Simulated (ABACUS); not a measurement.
## A series of single points on YN

System: YN (Fm-3m, 2 atoms in the cell).
Method: Kohn-Sham DFT of a periodic cell, PBE, PseudoDojo NC SR 0.4.1 PBE standard, no spin polarisation (ABACUS 3.10.1).

The 7 runs differ only in the geometry, by an even scaling of the cell at fixed fractional positions. The structure derives from an entry of the Crystallography Open Database.

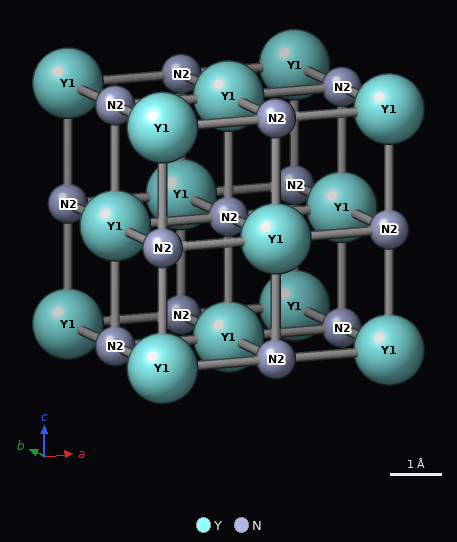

Figure 1. The structure of run 4 (ball-and-stick view of the cell 4 times as large as that of the calculation, set on its symmetry axes, seen slightly off an axis; atoms are numbered from 1 in the order of the input).

### The input of run 4
```
INPUT_PARAMETERS
suffix              YN
calculation         scf
basis_type          pw
pseudo_dir          ./
symmetry            1
dft_functional      pbe
ecutwfc             84
pseudo_rcut         10
nspin               1
nbands              12
ks_solver           dav
smearing_method     fd
smearing_sigma      0.00367493
scf_thr             1e-08
scf_nmax            100
mixing_type         broyden
mixing_beta         0.7
cal_force           1
cal_stress          1
out_chg             1
out_pot             2
out_elf             1
```

### File STRU of run 4
```
ATOMIC_SPECIES
Y 88.9058 Y.upf
N 14.0070 N.upf

LATTICE_CONSTANT
1.8897261246

LATTICE_VECTORS
0.0000000000 2.4385000000 2.4385000000
2.4385000000 0.0000000000 2.4385000000
2.4385000000 2.4385000000 0.0000000000

ATOMIC_POSITIONS
Direct

Y
0.0
1
0.0000000000 0.0000000000 0.0000000000 1 1 1

N
0.0
1
0.5000000000 0.5000000000 0.5000000000 1 1 1
```

### File KPT of run 4
```
K_POINTS
0
Gamma
9 9 9 0 0 0
```

Command:
```bash
OMP_NUM_THREADS=1 mpirun -np 4 abacus > log
```

Run 5 has the same physical settings and fractional positions; its lattice vectors (Å) are:
```
   0.000000    2.454649    2.454649
   2.454649    0.000000    2.454649
   2.454649    2.454649    0.000000
```

### Results, with one run withheld

| run | volume per atom (Å³) | free energy per atom, from the lowest run given (meV) | pressure (GPa) |
| --- | --- | --- | --- |
| 1 | 13.630 | 46.74 | 14.93 |
| 2 | 13.920 | 23.78 | 10.50 |
| 3 | 14.210 | 8.45 | 6.50 |
| 4 | 14.500 | 0.00 | 2.88 |
| 5 | 14.790 | ? | ? |
| 6 | 15.080 | 1.13 | −3.32 |
| 7 | 15.370 | 9.56 | −5.97 |

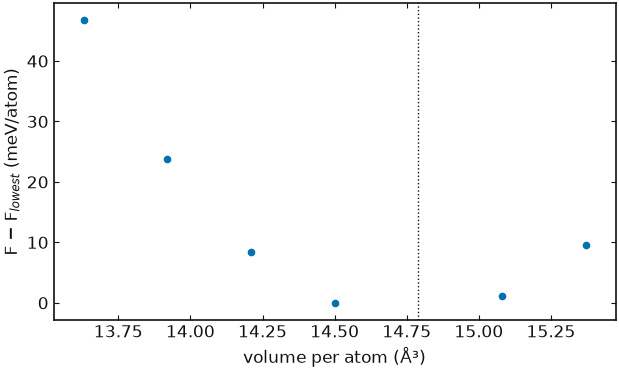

Figure 2. Free energy per atom of the runs given; the dotted line marks run 5.

Estimate the energy of run 5 from the others.

A cubic polynomial in V^(−2/3) (the Birch–Murnaghan form), fitted to the 6 runs given, misses them by under 0.01 meV per atom. With x = V^(−2/3) − 0.16871 Å⁻², it reads F = 1.4302 + 2981 x + 6.0014e+05 x² + 3.4196e+05 x³ (meV per atom). At run 5 it gives −2.24 meV per atom, and the run itself gives −2.24. The slope of the fit gives a pressure −dF/dV of −0.36 GPa there, and the run prints −0.37 GPa. The fit has its minimum at 14.756 Å³ per atom, where V d²F/dV² gives 159 GPa: the bulk modulus at this level, since symmetry fixes the shape and the positions.

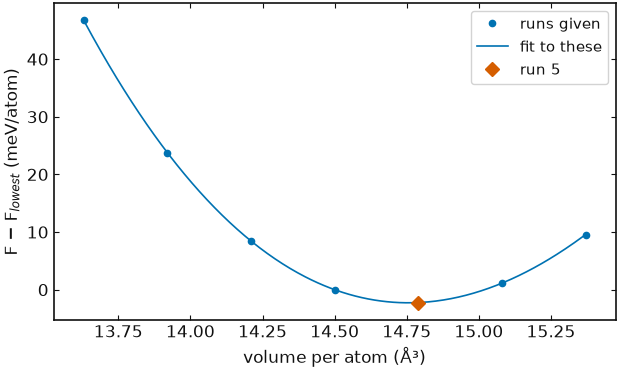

Figure 3. The fit and the withheld run.

### Some lines of the output (run 5)
```
[...]
 E_Fermi        1.0163025215         13.8275051845
 E_Fermi        0.9011786159         12.2611640916
 E_Fermi        0.8992741318         12.2352522563
 E_Fermi        0.9002570586         12.2486256622
 E_Fermi        0.9006494907         12.2539649748
 E_Fermi        0.9006617726         12.2541320777
 E_Fermi        0.9005653602         12.2528203197
 E_Fermi        0.9005699653         12.2528829761
 E_KS(sigma->0) -102.5973138597      -1395.9080679860
 E_Fermi        0.9005864495         12.2531072554
 final etot is -1395.9083342 eV
 EFERMI = 12.253107255 eV
 TOTAL-PRESSURE: -3.678873 KBAR
 !FINAL_ETOT_IS -1395.9083342397821070 eV
```
